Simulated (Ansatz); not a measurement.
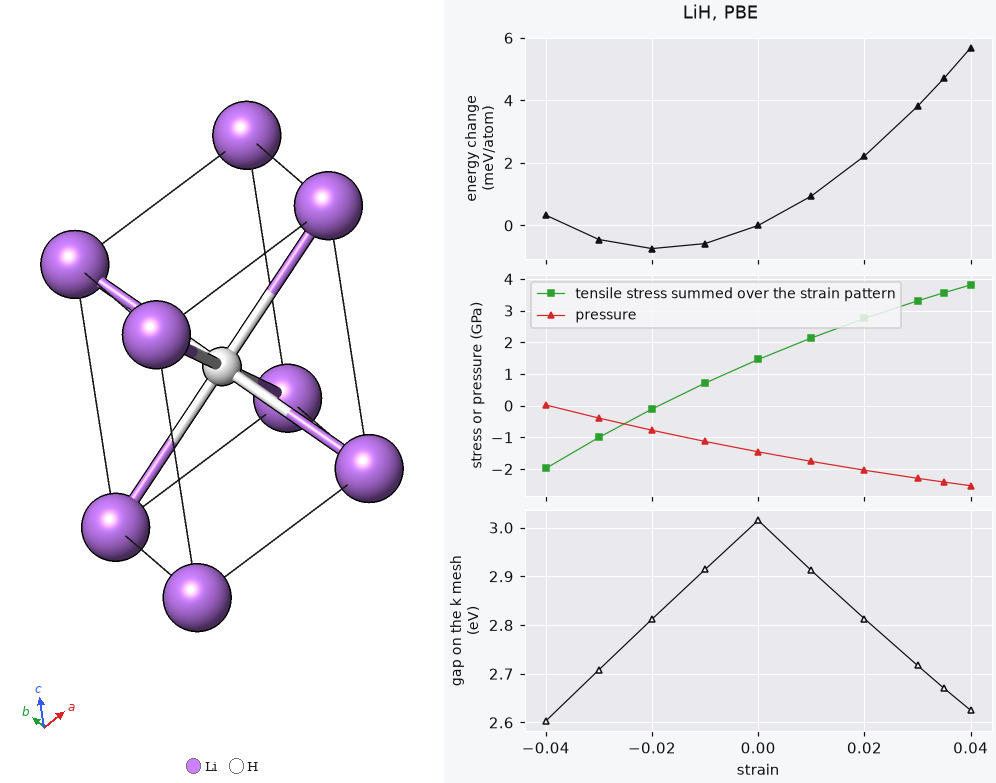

The plot gives the computed energy change, tensile stress summed over the strain pattern, pressure and gap on the k mesh against strain for LiH, space group Fm-3m (No. 225). The cell is drawn beside the plot.

Starting cell:
```yaml
crystal:
  lattice:
    - [0.00000, 2.03250, 2.03250]
    - [2.03250, 0.00000, 2.03250]
    - [2.03250, 2.03250, 0.00000]
  atoms:
    - { symbol: Li, position: [0.00000, 0.00000, 0.00000] }
    - { symbol: H, position: [0.50000, 0.50000, 0.50000] }
```

Method: homogeneous strain of a crystal along one Voigt pattern with engineering shear, fractional coordinates fixed, by plane-wave density functional theory with PAW datasets, free energies less that of the undisturbed cell, pressure positive in compression; scalar-relativistic (Ansatz 0.2.0). Level: PBE, no spin polarisation.

- wave cutoff: 420 eV
- k mesh: 10×10×10
- occupations: Gaussian
- smearing width: 0.05 eV
- k shift: (0, 0, 0) (mesh steps)
- start: as given
- strain pattern: (0, 1, 0, 0, 0, 0) (xx yy zz yz xz xy with engineering shear)

Does the undistorted structure sit at the bottom of the curve?

Answer. No: the energy falls towards negative values, so the start isn't a stationary minimum along this path.

Where is the energy change lowest, and are there other minima?

Answer. The lowest computed point is at strain −0.020 (−0.74 meV/atom), and no other minimum shows.

Read off the course of the tensile stress summed over the strain pattern.

Answer. It rises from −1.982 GPa at strain −0.040 to 3.810 GPa at 0.040, and changes sign near −0.019.

What does the pressure do across the range?

Answer. It falls from 0.022 GPa at strain −0.040 to −2.527 GPa at 0.040.

Limits of the calculation: reference crystal is not relaxed.
